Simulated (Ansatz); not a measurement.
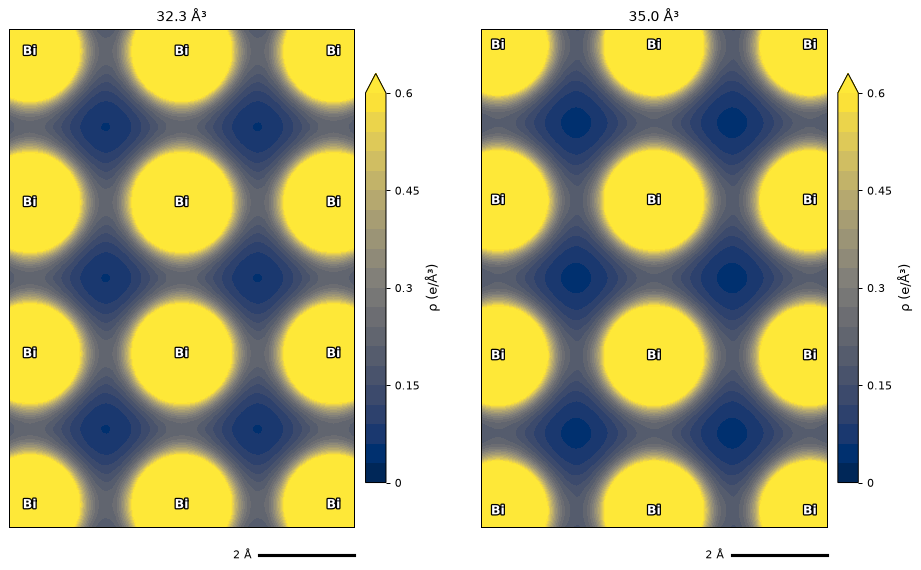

Bi. The valence electron density of cells scaled evenly to different volumes (given per atom above each panel), on the (001) plane of each (indices in the axes of the cell below), at one length scale and on one colour scale.

A structure from a database of computed crystals, not necessarily the ambient phase.

All numbers below come from Kohn-Sham DFT of a periodic cell, LDA, Ansatz PAW in Ansatz.

Core electrons are frozen (PAW), and the valence fields are smoothed inside the atomic spheres.

The largest cell:

```
Bi
1.0
     3.28099    0.00000    0.00000
     0.00000    3.26404    0.00000
    -0.08151    0.00000    6.52869
Bi
2
Direct
  0.54425 0.00000 0.74958
  0.45575 0.00000 0.25042
```

| volume (Å³/atom) | Bi–Bi contact in the plane (Å) | ρ at its midpoint (e/Å³) | pressure (GPa) | 
| --- | --- | --- | --- |
| 32.27 | 3.178 | 0.237 | 0.5 | 
| 32.94 | 3.200 | ? | ? | 
| 34.96 | 3.264 | 0.206 | −3.5 | 

What values belong in the row with question marks?

Over the known rows ln ρ falls by 1.63 per Å of Bi–Bi distance (the line through the two), which gives 0.229 e/Å³ at 3.200 Å; the calculation gives 0.225 e/Å³. For the pressure, a straight line in volume between the neighbouring rows gives −0.5 GPa; the calculation gives −0.7.
